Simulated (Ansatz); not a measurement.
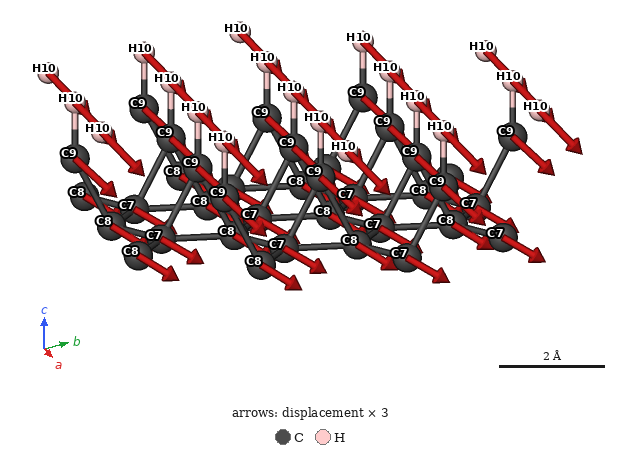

A constrained relaxation of a slab of composition HC$_{9}$ (cut from the P6_3/mmc phase). The starting structure is drawn; red arrows show the displacements, magnified 3 times.

A ball-and-stick model of the atoms within 5.0 Å of the atom that moves most (axes of the 3 × 3 repeat of the cell, outlined in the plane, without the vacuum), seen slightly off an axis.

Case: CH put at a bridge C-C site. The slab is the (0 0 1) face of C with CH on it. 4 atoms are held fixed.

Theory: Ansatz 0.2.0, DFT PBE+D3(BJ), scalar-relativistic, plane waves, PAW. Settings: plane-wave cutoff 420 eV; k-point mesh 12 × 12 × 1; occupations gaussian; smearing width 0.1 eV; no spin polarisation; dipole correction; atoms relaxed in a fixed cell; force threshold 0.03 eV/Å; at most 70 steps.

> Describe the change and its energy.

The largest move is that of H10, 0.42 Å at 43° to the normal (−c side). Largest moves by element: H 0.42 Å, C 0.39 Å. The lattice vectors keep their values. Some distances before and after: C7–C9 1.535 → 1.451 Å, C9–H10 1.100 → 1.066 Å, C7–C8 1.423 → 1.412 Å. Among the angles between lasting bonds that change: C7–C9–C8 55.2° → 58.2°. Over 8 geometry steps the energy falls by 0.145 eV per cell of the calculation. Largest force component: 1.3 eV/Å at the start, 0.023 eV/Å at the end.

Limits of the set-up: the periodic images lie only 2.5 Å apart, so the values are limited by the cell's size.
